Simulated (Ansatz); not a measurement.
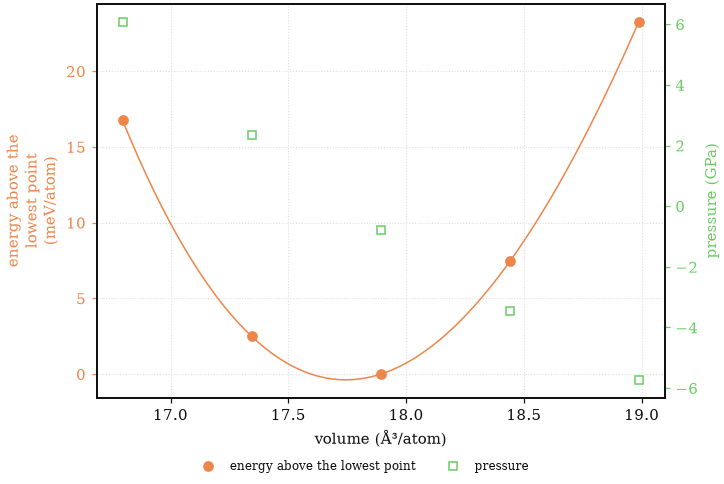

Figure. Energy above the lowest point and pressure against volume for PbO, space group Fm-3m (No. 225) (one of a set of cubic test structures, which need not be the stable phase).

A third-order Birch–Murnaghan fit gives V0 = 17.74 Å³/atom, B0 = 98.3 GPa and B′ = 4.5. The energy above the lowest point is 16.7 meV/atom at volume 16.80 Å³/atom and 23.3 meV/atom at 18.99 Å³/atom; the lowest computed point is at volume 17.89 Å³/atom (0.0 meV/atom), and no other minimum shows among the points. The pressure falls from 6.1 GPa at volume 16.80 Å³/atom to −5.7 GPa at 18.99 Å³/atom, and changes sign near 17.75 Å³/atom.

Computed with Ansatz 0.2.0 development build: equation of state of a cubic crystal from periodic Kohn-Sham density functional theory without spin, third-order Birch-Murnaghan fit to the free energies; pressure corrected for the finite basis. Level: r2SCAN, no spin-orbit coupling.

```csv
setting,value
structure type,rock salt
atoms in cell,2
space group number,225
lattice centring,face-centred primitive
k mesh,11×11×11
occupation method,Fermi–Dirac
occupation width,0.1 eV
wave cutoff,1050 eV
datasets,hand-made PAW
density tolerance,1e-09 eV
bands,18
density cutoff ratio,5
search for lower states,default
xc grid level,2
```

Limits of the calculation: cubic model structure, not the ambient form; modest k-mesh, values are not fully converged in k; no spin-orbit coupling with 6p elements.

Input of one of the runs behind the figure:
```
crystal:
  lattice:
    - [0.0, 2.615495782951, 2.615495782951]
    - [2.615495782951, 0.0, 2.615495782951]
    - [2.615495782951, 2.615495782951, 0.0]
  atoms:
    - { symbol: Pb, position: [0, 0, 0] }
    - { symbol: O, position: [0.5, 0.5, 0.5] }
kpoints:
  mp_grid: { grid: [11, 11, 11] }
hamiltonian:
  xc: r2scan
  pseudopotentials: { kind: paw, source: ansatz }
scf:
  occupations: { method: fermi_dirac, width: 0.1 }
  convergence: { dr2_threshold: "1e-9 eV" }
  max_iter: 300
output:
  forces: true
  stress: true
basis:
  xc_grid: 2
```

Run as:
```bash
ansatz run input.yaml --threads 1
```
